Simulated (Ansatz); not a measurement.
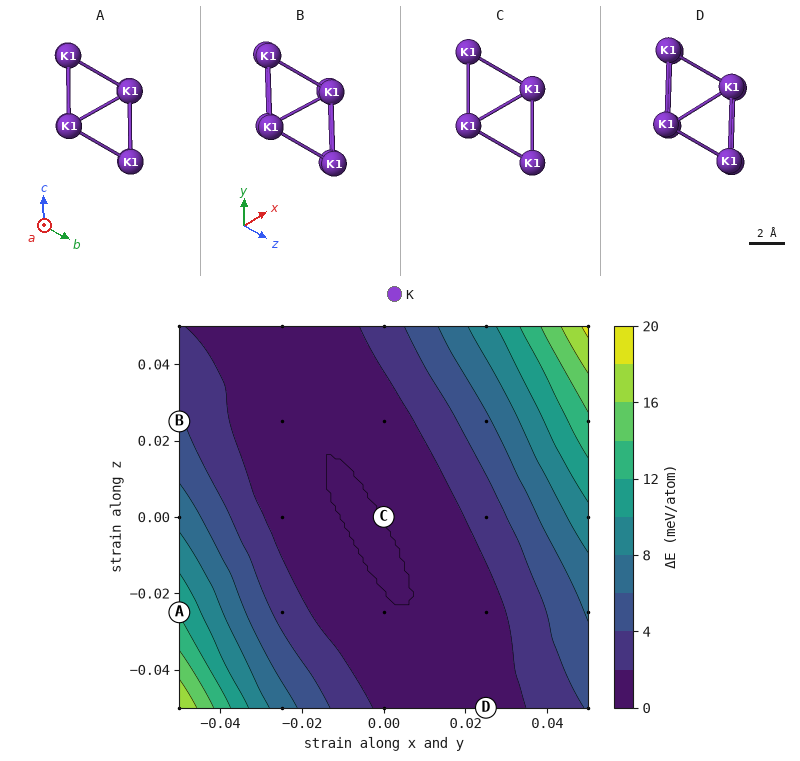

Crystalline K (Im-3m): the cell is strained equally along x and y and separately along z, with the atoms kept at their fractional coordinates. x, y and z are the Cartesian axes of the input. The map is interpolated between the computed points (dots). The lettered frames are marked on it. The picture is a ball-and-stick view of the cell of the calculation, seen along the a axis.

Level of theory: DFT PBEsol, scalar-relativistic, plane waves, PAW in Ansatz. Settings: plane-wave cutoff 420 eV; k-point mesh 14 × 14 × 14; occupations gaussian; smearing width 0.15 eV; no spin polarisation. Energies (free energies at the smearing named) are counted from the cell as listed in its source, which wasn't relaxed.

> Describe the energy landscape.

In pairs of (strain along x and y; strain along z): the lowest computed point lies at (0.000, 0.000) (0.0 meV/atom), the highest at (0.050, 0.050) (18.6 meV/atom). The valley is tilted: raising the in-plane strain is made harder by raising the strain along z (cross term 0.84 of the geometric mean of the two curvatures). Over the ranges scanned the energy rises more along the first axis, the in-plane strain. The pressure runs from −0.4 GPa at (0.050, 0.050) to 0.7 GPa at (−0.050, −0.050). The frames lie at A (−0.050, −0.025): 11.9 meV/atom, B (−0.050, 0.025): 4.2 meV/atom, C (0.000, 0.000): 0.0 meV/atom, D (0.025, −0.050): 0.9 meV/atom.
